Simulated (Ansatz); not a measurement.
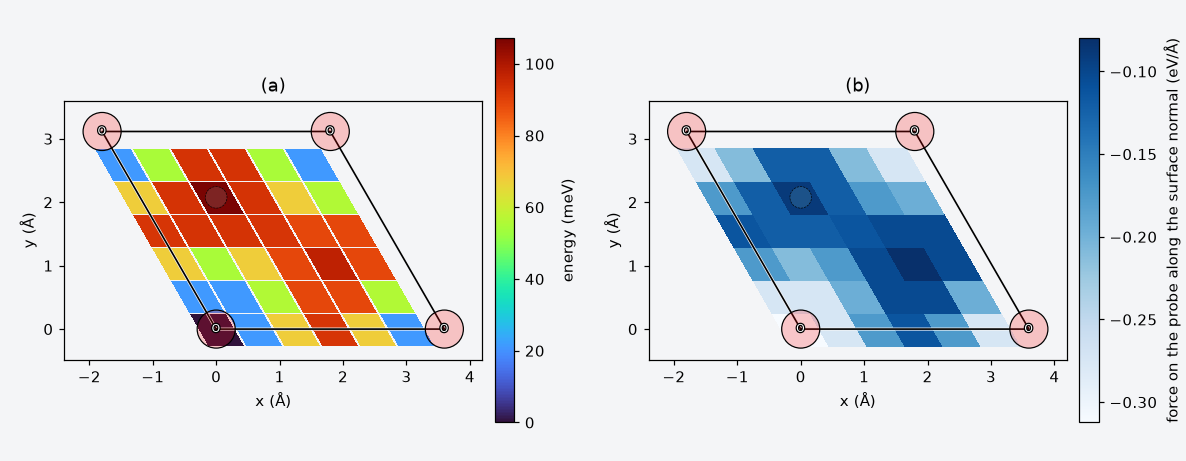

Si on a ZrO₂(111) slab cut from the Fm-3m phase, its upper half relaxed before the scan (6 atoms of substrate and one adsorbate in a 1 × 1 cell). Si is moved over the surface cell at a fixed height above a rigid substrate; the origin of the map has the adsorbate above O6; the height is held at 3.00 Å. Places are given modulo a cell vector. The map is drawn in real space over the plane of the surface. Grid: 6 × 6 points; 10 points were computed and 26 follow by symmetry. Energies are in meV, from the lowest grid point. With one adsorbate in each 1 × 1 cell, its nearest image is 3.6 Å away, so neighbouring adsorbates interact. At a fixed height the lowest place need not be the adsorption site. Level of theory: Ansatz, DFT PBE+D3(BJ), scalar-relativistic, plane waves, PAW. Settings: cutoff 420 eV, k-mesh 9×9×1, gaussian smearing 0.05 eV, spin-polarised.

Panel (a) is the energy; panel (b) is the computed force on the probe along the surface normal, in eV/Å.

In the figure: one coloured cell a grid point, labelled circles for the atoms of the top layer and small ones for the second layer, the outline of one cell of the plane.

### How does the force on the probe along the surface normal vary over the map, and what is it at the lowest grid point?

It runs from −0.31 eV/Å at the top site over a surface O atom, (0/6, 0/6) of the cell vectors to −0.08 eV/Å at a threefold hollow over a third-layer O atom, (4/6, 2/6) of the cell vectors. At the lowest grid point, the top site over a surface O atom, (0/6, 0/6) of the cell vectors, it is −0.31 eV/Å.

PAW datasets: the set soft_1.
